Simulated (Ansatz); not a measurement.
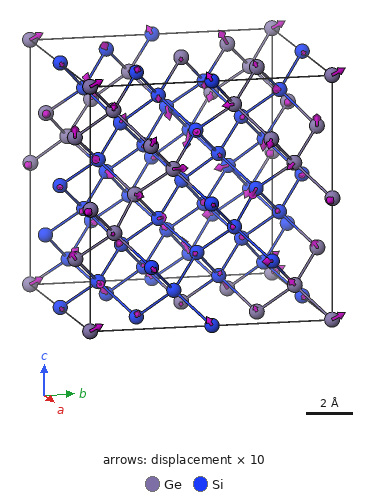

A relaxation of crystalline Ge20Si44 (a generated structure, set up in P1). The starting structure is drawn; purple arrows show the displacements, 10 times their true length.

Style: ball-and-stick. Shown: the cell of the calculation, slightly off an axis.

All numbers below come from DFT, PBEsol, PAW, plane waves in Ansatz. Settings: plane-wave cutoff 420 eV; k-point mesh 1 × 1 × 1; mesh shifted by (0.25, 0.25, 0.25); no spin polarisation; cell relaxed at fixed shape; force threshold 0.03 eV/Å; at most 80 steps.

What happened in the run?

After 3 geometry steps the energy has fallen by 14.7 meV per atom. Largest force component: 0.93 eV/Å at the start, 0.019 eV/Å at the end. Pressure: −0.16 GPa at the start and 0.00 GPa at the end. The largest move relative to the cell is that of a Si atom, 0.11 Å along [2 −1 −3]. Largest moves by element: Si 0.11 Å, Ge 0.09 Å. Cell: a = b = c 11.016 → 11.003 Å (−0.1 %). Volume −0.4 %. Among the contacts that change: Ge–Ge 2.324 → 2.441 Å, Si–Si 2.455 → 2.358 Å, Si–Si 2.435 → 2.353 Å, Ge–Ge 2.349 → 2.428 Å. Among the angles between lasting bonds that change: Ge–Si–Si 111.9° → 107.1°, Ge–Si–Si 112.7° → 108.8°, Ge–Ge–Ge 110.3° → 106.6°. The space group stays P1 (No. 1). The run took 62 s on 7 threads of Arm Neoverse-V2, peak memory 2.4 GiB.
